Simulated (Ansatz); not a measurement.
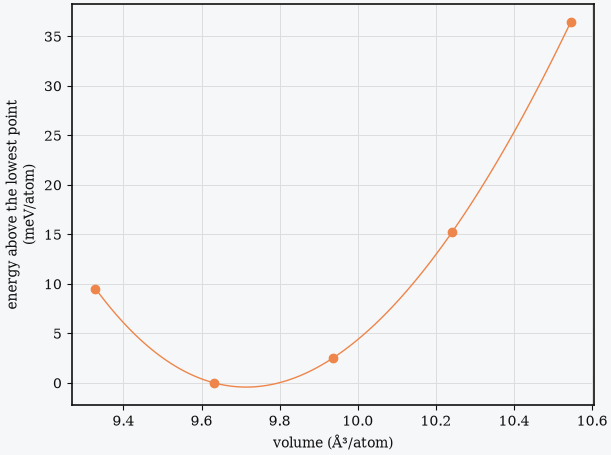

The picture above shows the energy above the lowest point against volume for ZnO, space group Fm-3m (No. 225) (one of a set of cubic test structures, which need not be the stable phase).

Calculation (Ansatz 0.2.0 development build): equation of state of a cubic crystal from periodic Kohn-Sham density functional theory without spin, third-order Birch-Murnaghan fit to the free energies; pressure corrected for the finite basis. Level: r2SCAN.

structure type rock salt; atoms in cell 2; space group number 225; lattice centring face-centred primitive; k mesh 13×13×13; occupation method Fermi–Dirac; occupation width 0.1 eV; wave cutoff 1050 eV; datasets hand-made PAW; density tolerance 1e−09 eV; bands 17; density cutoff ratio 5; search for lower states default; xc grid level 2.

From this curve and the settings, what does the calculation give for the pressure at the same points?

The pressure falls from 8.6 GPa at volume 9.33 Å³/atom to −13.2 GPa at 10.55 Å³/atom, and changes sign near 9.72 Å³/atom.

```tsv
volume (Å³/atom)	pressure (GPa)
9.33	8.6
9.63	1.7
9.94	-4.2
10.24	-9.1
10.55	-13.2
```

Keep in mind: cubic model structure, not the ambient form.
